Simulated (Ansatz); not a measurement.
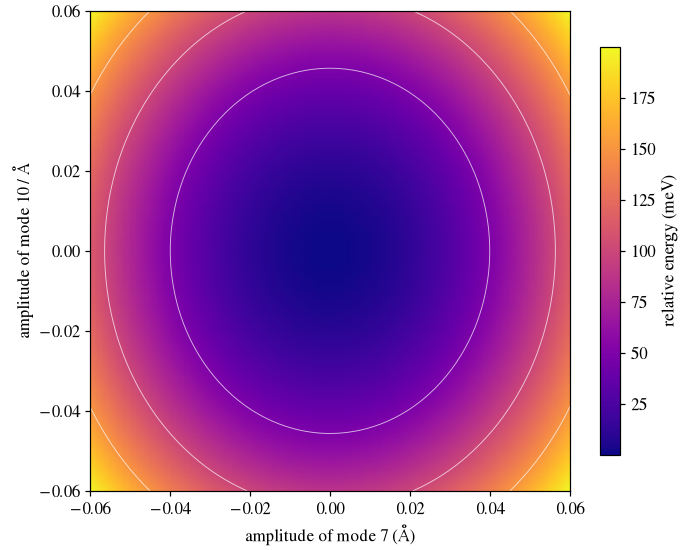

Si (I4/mmm, No. 139; 4 atoms in the cell). 
- The energy is mapped over two normal modes frozen in (zone-centre modes of the 4-atom cell of this scan).
- Coordinates scanned: (1) amplitude of mode 7 (388 cm⁻¹), largest displacement; (2) amplitude of mode 10 (482 cm⁻¹), largest displacement.
- Nothing is relaxed (the cell and all other modes fixed).
- Grid: 7 × 7 points; 16 points were computed and 33 follow by symmetry.
- Points are written as (first, second).
- All energies are given in meV per cell relative to the lowest grid point.
- Method: Ansatz, DFT PBE, scalar-relativistic, plane waves, PAW. Settings: cutoff 420 eV, k-mesh 10×10×10, gaussian smearing 0.05 eV, no spin polarisation.

The picture shows a smooth colour map with a few white contour lines. Between grid points the surface is interpolated.

The lowest grid point is at (0.00 Å, 0.00 Å). It is the only kind of minimum in the scanned range. The highest grid point, (−0.06 Å, −0.06 Å), lies 200 meV above the lowest.

The level of theory is changed to DFT LDA, scalar-relativistic, plane waves, PAW in Ansatz; with it change smearing 0.03 eV (before 0.05 eV), the cell, relaxed at the new level (first cell vector 5.043 Å, before 5.110 Å). The band gap closes in part of the range.

### What does this change do to the map?

The lowest place stays at (0.00 Å, 0.00 Å). The span from the lowest to the highest grid point grows from 200 to 211 meV.

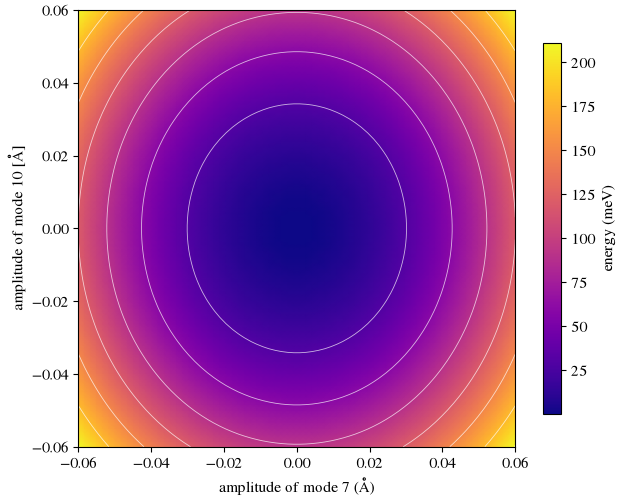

The map after the change, on a colour scale of its own. Drawn: a smooth colour map with a few white contour lines. Between grid points the surface is interpolated.

PAW datasets: the set soft_1.
